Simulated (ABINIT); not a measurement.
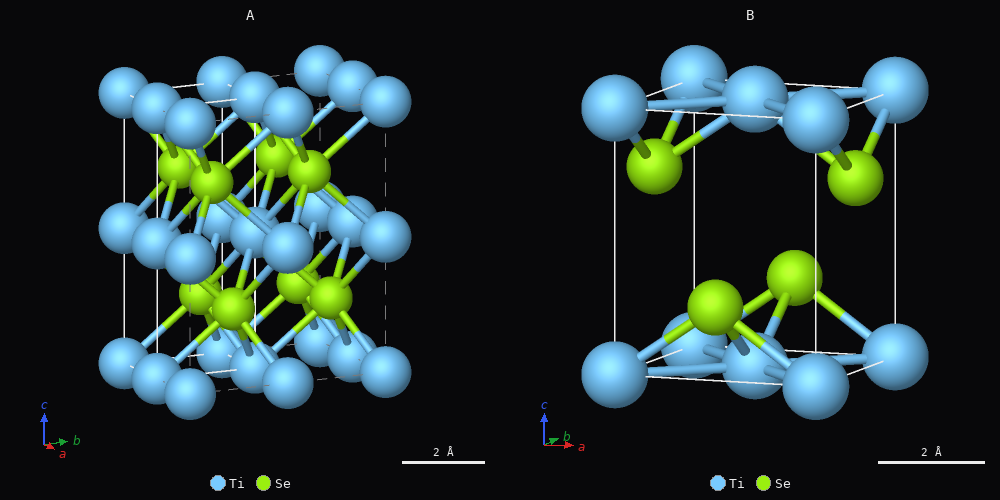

Two structures of TiSe, each relaxed (cell and atoms) at zero pressure; conventional cells in solid outline, small ones repeated, each panel with its own scale. Alike in all runs: ABINIT 10.8.3 (patched build); functional LDA; potentials JTH PAW LDA v2.0; cutoff 408 eV; occupations fermi-dirac, width 0.05 eV; no spin polarisation; no spin-orbit coupling. The k meshes have like spacings.

Name the structure in each panel.

Answer. A: nickel arsenide (NiAs) type, P6₃/mmc; B: 4 atoms a cell on a primitive tetragonal lattice, P4/nmm.

Rank them by energy, lowest first.

Answer. A, then B (+416 meV/atom), static energies at zero smearing.

Collect the results in a table.

Answer.
| panel | space group | E − E(lowest) (meV/atom) | volume (Å³/atom) |
| --- | --- | --- | --- |
| A | P6₃/mmc | 0 | 16.1 |
| B | P4/nmm | 416 | 21.5 |

The starts are database entries or structure types tried for this composition, and the most stable form need not be among them.
